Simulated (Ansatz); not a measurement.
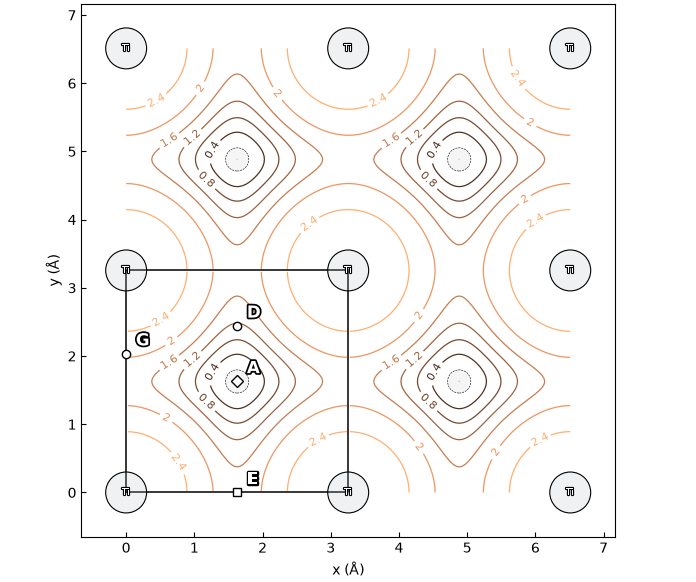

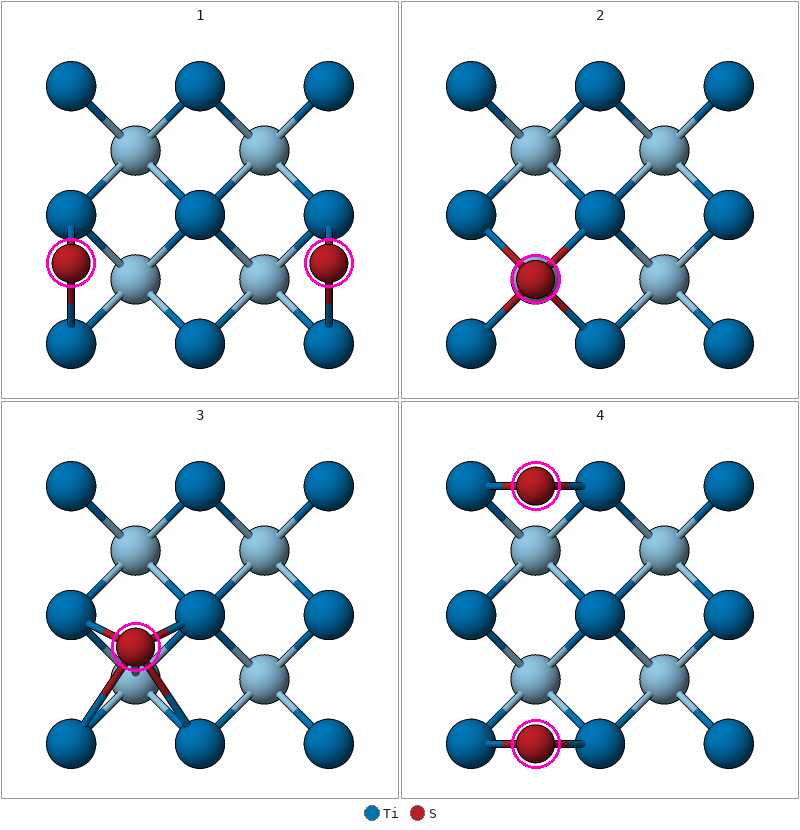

S on a Ti(100) slab cut from the Im-3m phase, its upper half relaxed before the scan (16 atoms of substrate and one adsorbate in a 2 × 2 cell). S is moved over the surface cell; relaxed at each place: the height of the adsorbate's atoms; substrate rigid; the origin of the map has the adsorbate above Ti13. Places are given modulo a cell vector. The map is drawn in real space over the plane of the surface. The scan uses an 8 × 8 grid; 15 points were computed and 49 follow by symmetry. Places are given in fractions of the 1 × 1 surface cell. Energies: eV, counted from the lowest grid point. Level of theory: DFT PBE, scalar-relativistic, plane waves, PAW in Ansatz 0.2.0. Settings: cutoff 420 eV, k-mesh 4×4×1, gaussian smearing 0.1 eV, no spin polarisation.

In the figure: contour lines labelled in eV, labelled circles for the atoms of the top layer and small ones for the second layer, the outline of one cell of the 2 × 2 shown, lettered points. Between grid points the surface is interpolated. The numbered pictures are the structures at these points, in random order. Rings mark the moved atoms.

**Which structure belongs to which point?**

A is structure 2: a fourfold hollow over a second-layer Ti atom, (4/8, 4/8) of the cell vectors, 0.00 eV; D is structure 3: (4/8, 6/8) of the cell vectors [nearest 2 Ti at 2.31 Å], 1.14 eV; E is structure 4: a bridge site between two Ti atoms, (4/8, 0/8) of the cell vectors, 1.71 eV; G is structure 1: (0/8, 5/8) of the cell vectors [nearest 1 Ti at 2.20 Å], 2.06 eV.

PAW datasets: the set soft_1.
